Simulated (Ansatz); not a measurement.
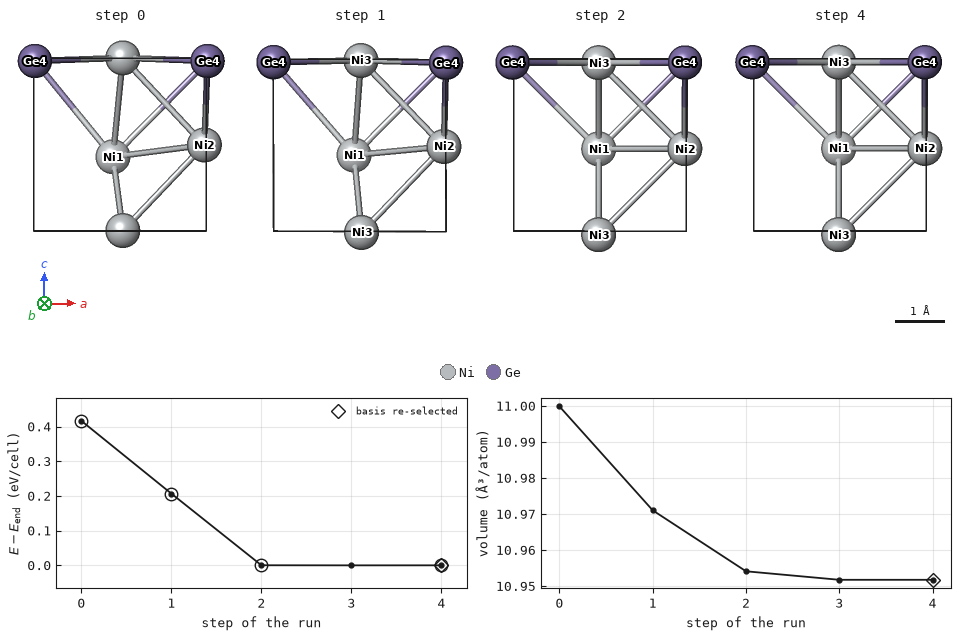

Frames of a relaxation of a crystal of Ni$_{3}$Ge (set up in P1), marked on the history of the run. A ball-and-stick model of the cell of the calculation, seen along the b axis.

Case: cure: more steps.

Level of theory: DFT PBEsol, scalar-relativistic, plane waves, PAW (Ansatz 0.2.0).

The input:
```yaml
crystal:
  lattice:
    - [3.5303341067, 0.0, 0.0]
    - [0.0, 3.5303341067, 0.0]
    - [0.0, 0.0, 3.5303341067]
  atoms:
    - { symbol: Ni, position: [0.4589541945, -0.0432188201, 0.4304170039] }
    - { symbol: Ni, position: [-0.0117071451, 0.4660318714, 0.4987476222] }
    - { symbol: Ni, position: [0.5158453185, 0.4888834483, 0.0029241634] }
    - { symbol: Ge, position: [0.0067507498, -0.0026238645, -0.0149317793] }
basis:
  ecutwfc: 420
kpoints:
  mp_grid: { grid: [6, 6, 6] }
hamiltonian:
  xc: pbesol
scf:
  occupations: { method: gaussian, width: 0.1 }
output:
  forces: true
  stress: true
  eigenvalues: true
relax:
  adjacent_minimum: "off"
  f_tol: 0.005
  max_steps: 100
  cell: { stress_tol: 0.05 }
```

Command:
```bash
ansatz run input.yaml --threads 1 --pin off --max-ram 2560MiB --backend cpu --events-out ev --progress --plain --runs-dir out
```

**Describe the path.**

After 3 accepted moves (4 points after the start) the energy has fallen by 0.416 eV per cell of the calculation. Largest force component: 2.3 eV/Å at the start, 0.0003 eV/Å at the end. Pressure: 4.74 GPa at the start and 0.01 GPa at the end. The SCF was repeated once at an unchanged geometry on a basis and grid sized afresh for the cell, which shifted the energy by 0.1 meV per cell of the calculation at most. The atom that moves furthest relative to the cell is Ni1 (0.22 Å along [2 1 3]). By element the largest moves are Ni 0.22 Å, Ge 0.09 Å. Cell: a = b = c 3.530 → 3.525 Å (−0.1 %). Volume −0.4 %. Near-neighbour distances that change, for instance: Ni1–Ni3 2.767 → 2.493 Å, Ni1–Ge4 2.756 → 2.493 Å, Ni1–Ge4 (another image) 2.245 → 2.493 Å, Ni1–Ni3 (another image) 2.246 → 2.492 Å. The space group (tolerance 0.01 Å) goes from P1 (No. 1) to Pm-3m (No. 221). Cost: 3.5 min on 1 thread of Intel(R) Xeon(R) Processor @ 2.50GHz (Skylake/Cascade Lake), with other jobs on the host, peak memory 0.46 GiB. From step 0 to 1: Ni1 moves most (0.06 Å), volume −0.3 %, energy −0.210 eV per cell of the calculation. From step 1 to 2: Ni1 moves most (0.16 Å), volume −0.2 %, energy −0.206 eV per cell of the calculation. From step 2 to 4: energy −0.2 meV per cell of the calculation.

Limits of the set-up: an element that often carries a moment was run without spin polarisation.
